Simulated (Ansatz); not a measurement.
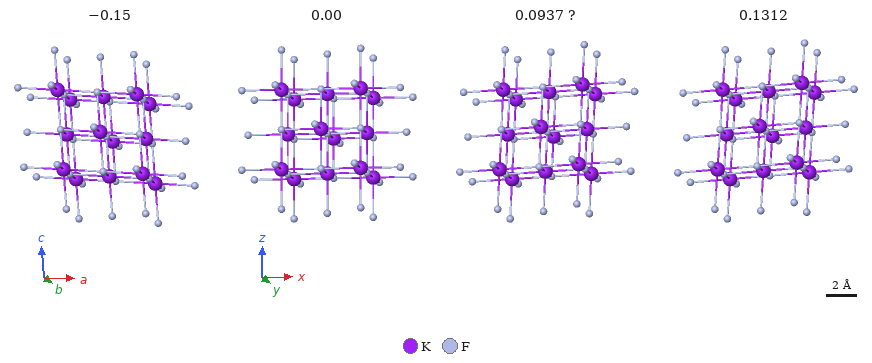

A scan of a crystal of KF (Fm-3m): the cell is strained in shear in the xz plane, with the atoms kept at their fractional coordinates. x, y and z are the Cartesian axes of the input. Style: ball-and-stick. Shown: the conventional cell (4 times the calculation's cell), along the b axis, with a slight tilt. Lengths and directions refer to the drawn axes.

Computed with Ansatz 0.2.0, DFT r2SCAN, scalar-relativistic, plane waves, PAW. (plane-wave cutoff 500 eV; k-point mesh 8 × 8 × 8; occupations gaussian; smearing width 0.05 eV; no spin polarisation). Energies (free energies at the smearing named) are counted from the cell as listed in its source, which wasn't relaxed.

```tsv
engineering shear strain	ΔE (meV/atom)
−0.1500	17.0
−0.0750	4.2
0.0000	0.0
0.0375	1.0
0.0937	?
0.1125	9.5
0.1312	13.0
```

> One row is withheld. What is its energy?

A straight line between the two neighbours gives 7.4 meV/atom. A cubic through the four nearest rows (0.0000, 0.0375, 0.1125, 0.1312) gives, with Lagrange weights, (−0.0716)(0.0) + (0.2507)(1.0) + (1.2516)(9.5) + (−0.4306)(13.0) = 6.5 meV/atom. The calculation gives 6.5 meV/atom, so the cubic is right to the digits shown and the straight line 0.9 meV/atom too high, as the curve bends upwards here.

The whole profile:

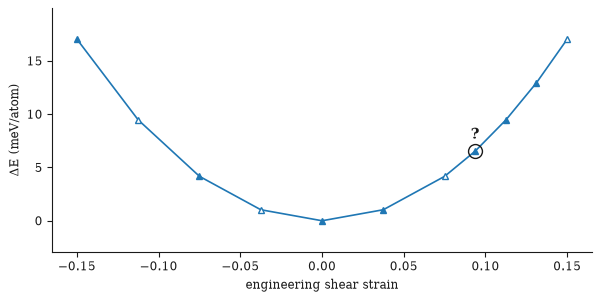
